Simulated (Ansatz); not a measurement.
**What a change does: single-point calculation on Al₃O₂**

System: Al₃O₂ (P-3m1, 5 atoms in the cell).
Method of run A: DFT r2SCAN, scalar-relativistic, plane waves, PAW, spin-polarised (Ansatz 0.2.0).

The structure was built on a prototype by a generator; it need not be a known phase. Text and figures count atoms from 1; the logs count them from 0 in places.

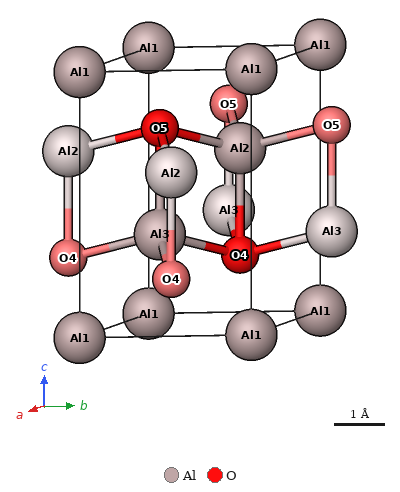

Figure 1. The input geometry (ball-and-stick view of the cell of the calculation, seen slightly off an axis; neighbours outside the cell are drawn fainter; atoms are numbered from 1 in the order of the input).

## Input, run A
```yaml
crystal:
  lattice:
    - [3.5219054471, 0.0, 0.0]
    - [-1.7609527235, 3.0500595869, 0.0]
    - [0.0, 0.0, 5.4795127895]
  atoms:
    - { symbol: Al, position: [0.0, 0.0, 0.0] }
    - { symbol: Al, position: [0.3333333333, 0.6666666667, 0.645] }
    - { symbol: Al, position: [0.6666666667, 0.3333333333, 0.355] }
    - { symbol: O, position: [0.3333333333, 0.6666666667, 0.245], spin: 1.0 }
    - { symbol: O, position: [0.6666666667, 0.3333333333, 0.755], spin: 1.0 }
basis:
  ecutwfc: 500
kpoints:
  mp_grid: { grid: [6, 6, 4] }
hamiltonian:
  xc: r2scan
scf:
  occupations: { method: gaussian, width: 0.1 }
  lower_state_search: "off"
output:
  forces: true
  stress: true
  eigenvalues: true
  populations: true
magnetization:
  spin_polarized: true
```

Command:
```bash
ansatz run input.yaml --threads 1 --pin off --max-ram 2560MiB --backend cpu --events-out ev --progress --plain --runs-dir out
```

Hardware: 1 thread of Arm Neoverse V2, 128 GiB of memory available, shared host.

## Output, shortened to warnings, some set-up lines, iterations and results (run A)
```
WARN: the starting moments were not kept: the SCF closed with an absolute magnetisation of 9.3e-5 μB, where they sum to 2 μB in size (2 sites). That is at most 0.1 of that sum. Measured as dr2_m measures the in/out step, that magnetisation stands 7.8e-10 eV from none, at or under the dr2_threshold of 1.0e-7 eV: it is no larger than a step whose dr2_m would equal this threshold. The system may …
Basis set: ecut = 500 eV, 1483 PW (Γ), exchange–correlation on 108×108×160 points (64 copies of the dense FFT grid, shifted against one another)
Symmetry: 12 space group operations
k-points: 24 of 144
Initial density: superposition of atomic densities (chi_scale 0.1, normalization cell, long waves kept (reshape's long-wave potential 0.05 eV rms))
[...]
SCF iter   1: F=-2753.723514 eV  HF=-2753.266148 eV  |F-HF|=4.57e-1  |Δ(HF+E_count)|=         —  Δρ=4.19e-2 (↑4.01e-2 ↓4.19e-2)  dr2=5.67e-1  dr2_τ=5.62e-2  dr2_m=8.24e-1  …
SCF iter   2: F=-2753.843863 eV  HF=-2753.639519 eV  |F-HF|=2.04e-1  |Δ(HF+E_count)|=   3.73e-1  Δρ=3.40e-2 (↑3.10e-2 ↓3.40e-2)  dr2=3.87e-1  dr2_τ=8.23e-3  dr2_m=5.15e-1  …
SCF iter   3: F=-2753.917241 eV  HF=-2753.821251 eV  |F-HF|=9.60e-2  |Δ(HF+E_count)|=   1.82e-1  Δρ=3.04e-2 (↑3.04e-2 ↓1.82e-2)  dr2=1.04e-1  dr2_τ=6.98e-3  dr2_m=3.11e-1  …
SCF iter   4: F=-2753.980764 eV  HF=-2753.896031 eV  |F-HF|=8.47e-2  |Δ(HF+E_count)|=   7.48e-2  Δρ=2.21e-2 (↑2.21e-2 ↓1.60e-2)  dr2=3.06e-2  dr2_τ=3.33e-3  dr2_m=1.93e-1  …
SCF iter   5: F=-2754.008243 eV  HF=-2753.945333 eV  |F-HF|=6.29e-2  |Δ(HF+E_count)|=   4.93e-2  Δρ=1.53e-2 (↑1.53e-2 ↓1.47e-2)  dr2=2.35e-3  dr2_τ=2.17e-3  dr2_m=1.20e-1  …
[... 13 lines ...]
SCF iter  19: F=-2754.035796 eV  HF=-2754.035796 eV  |F-HF|=1.19e-7  |Δ(HF+E_count)|=   2.95e-7  Δρ=2.88e-6 (↑2.88e-6 ↓2.56e-6)  dr2=9.22e-9  dr2_τ=1.91e-10  dr2_m=2.49e-9  …
SCF iter  20: F=-2754.035796 eV  HF=-2754.035796 eV  |F-HF|=3.74e-8  |Δ(HF+E_count)|=   6.52e-8  Δρ=1.86e-6 (↑1.86e-6 ↓1.77e-6)  dr2=8.49e-10  dr2_τ=1.17e-10  dr2_m=1.53e-9  …
SCF iter  21: F=-2754.035796 eV  HF=-2754.035796 eV  |F-HF|=1.40e-8  |Δ(HF+E_count)|=   9.95e-8  Δρ=5.69e-7 (↑5.53e-7 ↓5.69e-7)  dr2=8.47e-10  dr2_τ=3.15e-12  dr2_m=4.87e-11  …
SCF iter  22: F=-2754.035796 eV  HF=-2754.035796 eV  |F-HF|=1.26e-9  |Δ(HF+E_count)|=   1.06e-8  Δρ=1.58e-7 (↑1.19e-7 ↓1.58e-7)  dr2=6.21e-11  dr2_τ=2.61e-13  dr2_m=4.15e-12  …
SCF 1 converged in 22 iterations: F = -2754.035796 eV  dr2 = 6.21e-11
this state was not tested for a lower state beside it, because the mixer in use, unlike msr1, does not test its closes by its own steps (another_mixer; see scf.mixing.algorithm and scf.lower_state_search)
SCF converged after 22 iterations
Magnetization: -0.0001 μB (10.5000 up, 10.5000 down)
Absolute magnetization: 0.0001 μB (∫|ρ↑−ρ↓|, with the PAW one-centre terms)
Spin contamination: 0.0000 ħ² per cell (⟨S²⟩ above its minimum at these occupations)
Per-site moments (μB) at R_I (Å): [(2.6088524434406797e-7, 1.0050840143352955), (-5.610383565318718e-6, 0.8748413378137109), (-5.6103835652699165e-6, 0.8748413378137109), (-1.1001715126617966e-5, 0.8748413378137109), (-1.1001715126518614e-5, 0.8748413378137109)]
Free energy (F): -2754.035796 eV
Harris-Foulkes:  -2754.035796 eV  (|F-HF|=1.26e-9)
Internal energy: -2754.025233 eV  (E = F + TS)
E sigma→0 (E₀):  -2754.030515 eV
Entropy (-TS):   -0.010563 eV (-2.113 meV/atom)
Fermi energy:    10.344538 eV
--- Per-component energies (eV) ---
  E_band       = 13.122803
  E_kinetic    = 426.369890
  E_local      = -786.813545  (includes V_loc(G=0)·N_el)
  E_nonlocal   = 124.590742
  E_hartree    = 310.423379
  E_xc         = -258.466487
  E_vxc        = -309.751702  (∫ρ·V_xc dr)
  E_paw        = -1736.964120  (= ΣΔE_a)
  E_vpaw       = -81.227321  (= ΣTr[D̂ρ^β])
  E_aug_tail   = 0.001948  (compensation charges beyond the density's cutoff)
  E_vtau       = 19.106070  (kinetic-family band-sum trace: ∫τ·v_τ [+ j·A + Jᵃ·Aᵃ] dr)
  E_ewald      = -832.922835
  E_core_change = -0.244206  (= ΣΔE_core)
  E_smearing   = -0.010563  (= −TS)
  E_closure    = 0.000000  (closes the sum)
  Σ components = -2754.035796   (vs F -2754.035796, Δ=0.00e0)
--- Forces (eV/Å), atoms counted from 1 ---
  atom   1  Al     0.00000000     0.00000000     0.00000000
  atom   2  Al    -0.00000000     0.00000000     0.94637349
  atom   3  Al     0.00000000    -0.00000000    -0.94637349
  atom   4  O      0.00000000     0.00000000     0.91829265
  atom   5  O      0.00000000     0.00000000    -0.91829265
  max |Σ_I F_I| component: 3.70e-17 eV/Å
--- Stress (GPa, compression-positive) ---
        9.994005       0.000000       0.000000
        0.000000       9.994005       0.000000
        0.000000      -0.000000      25.307163
  P = ⅓ Tr σ = 15.0984 GPa (150.984 kbar)
--- Löwdin populations: 5 sites ---
  site symbol       q [e]    m [muB]
     0     Al      2.5873    -0.0000
     1     Al      2.3417    -0.0000
     2     Al      2.3417    -0.0000
     3      O      6.7214    -0.0000
     4      O      6.7214    -0.0000
  spilling = 0.013640 (of n_electrons = 21.000000)
```

For run B the input was changed thus:
```diff
-    - { symbol: O, position: [0.3333333333, 0.6666666667, 0.245], spin: 1.0 }
-    - { symbol: O, position: [0.6666666667, 0.3333333333, 0.755], spin: 1.0 }
+    - { symbol: O, position: [0.3333333333, 0.6666666667, 0.245] }
+    - { symbol: O, position: [0.6666666667, 0.3333333333, 0.755] }
-  populations: true
-magnetization:
-  spin_polarized: true
```

How does run B compare with run A?

The energy is the same within 0.01 meV per atom. The SCF takes 8 iterations against 22. On the same kind of shared host run B took about 0.19 times as long. The two runs start from different initial densities, which also moves the count.

## Output, shortened to warnings, some set-up lines, iterations and results (run B)
```
Basis set: ecut = 500 eV, 1483 PW (Γ), exchange–correlation on 108×108×160 points (64 copies of the dense FFT grid, shifted against one another)
Symmetry: 12 space group operations
k-points: 24 of 144
Initial density: superposition of atomic densities (neutral atoms: chi_scale 0, normalization atom), corrected by the library's trained network
[...]
SCF iter   1: F=-2754.004938 eV  HF=-2753.912664 eV  |F-HF|=9.23e-2  |Δ(HF+E_count)|=         —  Δρ=9.53e-3  dr2=7.70e-2  dr2_τ=1.10e-1  ethr=1.77e-3  ⟨swp⟩=6.0  Hψ=2334  …
SCF iter   2: F=-2754.023556 eV  HF=-2754.039569 eV  |F-HF|=1.60e-2  |Δ(HF+E_count)|=   1.27e-1  Δρ=6.72e-3  dr2=2.64e-2  dr2_τ=3.04e-3  ethr=3.67e-4  ⟨swp⟩=2.0  Hψ=1027  …
SCF iter   3: F=-2754.032121 eV  HF=-2754.036694 eV  |F-HF|=4.57e-3  |Δ(HF+E_count)|=   2.87e-3  Δρ=2.98e-3  dr2=7.93e-3  dr2_τ=3.88e-4  ethr=1.26e-4  ⟨swp⟩=2.1  Hψ=664  …
SCF iter   4: F=-2754.035648 eV  HF=-2754.035674 eV  |F-HF|=2.58e-5  |Δ(HF+E_count)|=   1.02e-3  Δρ=8.10e-4  dr2=3.92e-4  dr2_τ=1.22e-5  ethr=3.77e-5  ⟨swp⟩=2.5  Hψ=664  …
SCF iter   5: F=-2754.035751 eV  HF=-2754.035771 eV  |F-HF|=2.07e-5  |Δ(HF+E_count)|=   9.73e-5  Δρ=3.53e-4  dr2=7.30e-5  dr2_τ=6.93e-6  ethr=1.87e-6  ⟨swp⟩=2.1  Hψ=638  …
SCF iter   6: F=-2754.035793 eV  HF=-2754.035785 eV  |F-HF|=7.98e-6  |Δ(HF+E_count)|=   1.32e-5  Δρ=1.14e-4  dr2=4.99e-6  dr2_τ=3.67e-7  ethr=3.47e-7  ⟨swp⟩=2.3  Hψ=581  …
SCF iter   7: F=-2754.035796 eV  HF=-2754.035795 eV  |F-HF|=5.01e-7  |Δ(HF+E_count)|=   1.06e-5  Δρ=2.50e-5  dr2=2.60e-7  dr2_τ=1.34e-8  ethr=2.38e-8  ⟨swp⟩=2.0  Hψ=598  …
SCF iter   8: F=-2754.035796 eV  HF=-2754.035796 eV  |F-HF|=9.79e-9  |Δ(HF+E_count)|=   6.88e-7  Δρ=5.92e-6  dr2=1.97e-8  dr2_τ=5.93e-10  ethr=4.76e-10  ⟨swp⟩=7.9  Hψ=2048  …
SCF 1 converged in 8 iterations: F = -2754.035796 eV  dr2 = 1.97e-8
SCF converged after 8 iterations
Free energy (F): -2754.035796 eV
Harris-Foulkes:  -2754.035796 eV  (|F-HF|=9.79e-9)
Internal energy: -2754.025232 eV  (E = F + TS)
E sigma→0 (E₀):  -2754.030514 eV
Entropy (-TS):   -0.010563 eV (-2.113 meV/atom)
Fermi energy:    10.344543 eV
--- Per-component energies (eV) ---
  E_band       = 13.123870
  E_kinetic    = 426.368665
  E_local      = -786.809482  (includes V_loc(G=0)·N_el)
  E_nonlocal   = 124.590103
  E_hartree    = 310.420613
  E_xc         = -258.466321
  E_vxc        = -309.751447  (∫ρ·V_xc dr)
  E_paw        = -1736.963717  (= ΣΔE_a)
  E_vpaw       = -81.226981  (= ΣTr[D̂ρ^β])
  E_aug_tail   = 0.001948  (compensation charges beyond the density's cutoff)
  E_vtau       = 19.106036  (kinetic-family band-sum trace: ∫τ·v_τ [+ j·A + Jᵃ·Aᵃ] dr)
  E_ewald      = -832.922835
  E_core_change = -0.244206  (= ΣΔE_core)
  E_smearing   = -0.010563  (= −TS)
  E_closure    = 0.000000  (closes the sum)
  Σ components = -2754.035796   (vs F -2754.035796, Δ=0.00e0)
--- Forces (eV/Å), atoms counted from 1 ---
  atom   1  Al    -0.00000000    -0.00000000     0.00000000
  atom   2  Al    -0.00000000    -0.00000000     0.94640964
  atom   3  Al     0.00000000     0.00000000    -0.94640964
  atom   4  O      0.00000000     0.00000000     0.91842990
  atom   5  O     -0.00000000    -0.00000000    -0.91842990
  max |Σ_I F_I| component: 1.11e-16 eV/Å
--- Stress (GPa, compression-positive) ---
        9.993760       0.000000       0.000000
       -0.000000       9.993760       0.000000
        0.000000      -0.000000      25.307253
  P = ⅓ Tr σ = 15.0983 GPa (150.983 kbar)
```

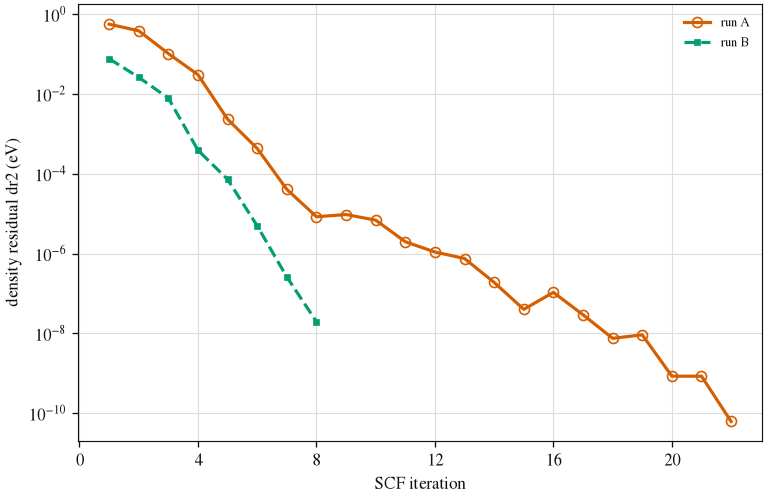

Figure 2. Convergence of the two runs: density residual dr2 against the SCF iteration. Run A takes 22 iterations in all, and run B takes 8.

## The two runs side by side

| quantity | run A | run B |
| --- | --- | --- |
| outcome | converged | converged |
| free energy per atom (eV) | −550.8072 | −550.8072 |
| energy per atom, smearing taken to zero (eV) | −550.8061 | −550.8061 |
| gap on the mesh (eV) | 0.00 | 0.00 |
| net moment of the cell (μB) | 0.00 | – |
| absolute moment of the cell (μB) | 0.00 | – |
| pressure (GPa) | 15.10 | 15.10 |
| largest force (eV/Å) | 0.946 | 0.946 |
| SCF iterations | 22 | 8 |
| irreducible k-points | 24 | 24 |
| plane waves at Γ | 1483 | 1483 |
| wall time (shared host) | 28 s | 5.4 s |

For run A: The electronic state found may not be the lowest one. Warnings: some starting moments were not kept; the state was not tested for a lower one. For run B: The cell holds an odd number of electrons but the run has no spin polarisation, so it comes out as a metal.
